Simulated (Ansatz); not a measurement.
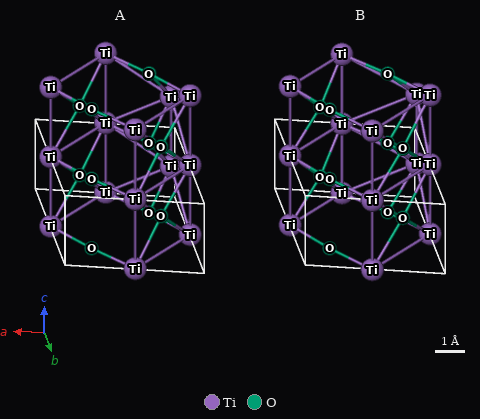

Two geometries of solid Ti3O4 (set up in P1), drawn at one scale. One is the start of a relaxation, the other its converged end. Style: ball-and-stick. Shown: the cell of the calculation, repeated 1 × 1 × 2 with one cell outlined, from a free direction.

Method: DFT PBEsol, scalar-relativistic, plane waves, PAW (Ansatz). (plane-wave cutoff 420 eV; k-point mesh 8 × 8 × 12; occupations gaussian; smearing width 0.15 eV; no spin polarisation; cell and atoms relaxed; force threshold 0.01 eV/Å; at most 80 steps)

### Which of the two is the end point?

Structure B is the relaxed one. The atom that moves furthest relative to the cell is a Ti atom (0.25 Å roughly along [−1 −1 0]). By element the largest moves are Ti 0.25 Å, O 0.10 Å. The volume changes by +0.4 %, with a = b 4.973 → 4.997 Å (+0.5 %), c 2.969 → 2.961 Å (−0.3 %), γ 108.3° → 108.9°. Near-neighbour distances that change, for instance: Ti–Ti 3.020 → 2.758 Å, Ti–Ti 2.799 → 3.054 Å, O–Ti 2.247 → 2.017 Å, O–Ti 1.833 → 2.017 Å. Among the angles between lasting bonds that change: Ti–O–Ti 107.4° → 94.4°, Ti–O–Ti 83.0° → 94.5°, Ti–O–Ti 82.4° → 92.1°. Within 0.06 Å the space group is Pm at the start and Amm2 at the end; at a tighter tolerance small leftover displacements or strains of the cell lower it. Over 10 accepted moves (11 points after the start) the energy falls by 106 meV per atom. Largest force component: 4.6 eV/Å at the start, 0.0021 eV/Å at the end. Pressure: 4.26 GPa at the start and 0.02 GPa at the end. At 1 point the geometry stayed and the basis and grid were re-selected for the new cell (energy shift of 0.2 meV per atom at most each time). Cost: 5.8 min on 2 threads of Intel(R) Xeon(R) 6975P-C (Granite Rapids) (shared host), peak memory 1 GiB.
